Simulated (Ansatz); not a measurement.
The calculation's input:

```
crystal:
  lattice:
    - [0.0, 3.2795130145, 3.2795130145]
    - [3.2795130145, 0.0, 3.2795130145]
    - [3.2795130145, 3.2795130145, 0.0]
  atoms:
    - { symbol: In, position: [0.0, 0.0, 0.0] }
    - { symbol: Sb, position: [0.25, 0.25, 0.25] }
kpoints:
  mp_grid: { grid: [4, 4, 4] }
hamiltonian:
  xc: hse06
scf:
  occupations: { method: fermi_dirac, width: 0.02 }
  n_extra_bands: 4
output:
  forces: true
  stress: true
  eigenvalues: true
  write_density: true
  write_potential: true
  elf: true
  volumetric_format: npy
```

Run with:

```sh
ansatz run input.yaml --threads 4 --pin off --max-ram 3686MiB --backend cpu --events-out ev --progress --plain --runs-dir out
```

Below, planes, directions and counts refer to the conventional cell (a = 6.56 Å, b = 6.56 Å, c = 6.56 Å, α = 90.00°, β = 90.00°, γ = 90.00°).

Space group F-43m; started from the zincblende prototype, which need not be the ambient phase.

Computed with Ansatz, DFT, HSE06, plane waves, PAW.

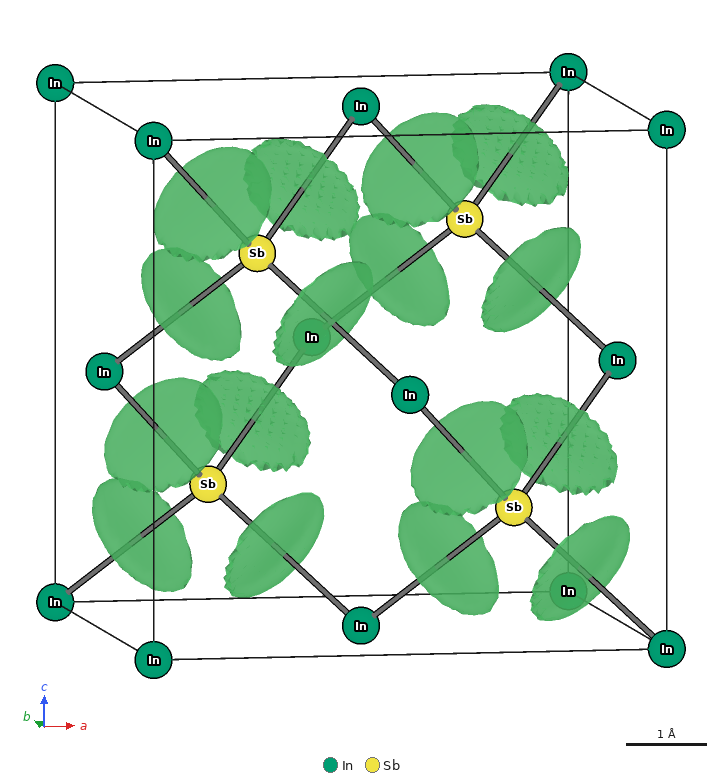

InSb. Isosurface of the ELF at 0.65 (green), seen slightly off an axis. Only the valence region is drawn (cores and ρ < 0.01 e/Å³ removed). Sticks mark near contacts.

In a PAW calculation such maps are meaningful between the atoms, not at the nuclei.

What do the ELF domains correspond to?

The ELF exceeds this value in 16 regions between bonded In–Sb atoms (shared pairs), counted in one cell of 8 atoms. Any copies at cell faces, edges or corners count once.

Values along the shortest contacts:
In–Sb (2.84 Å): the ELF peaks at about 0.70 between the atoms.
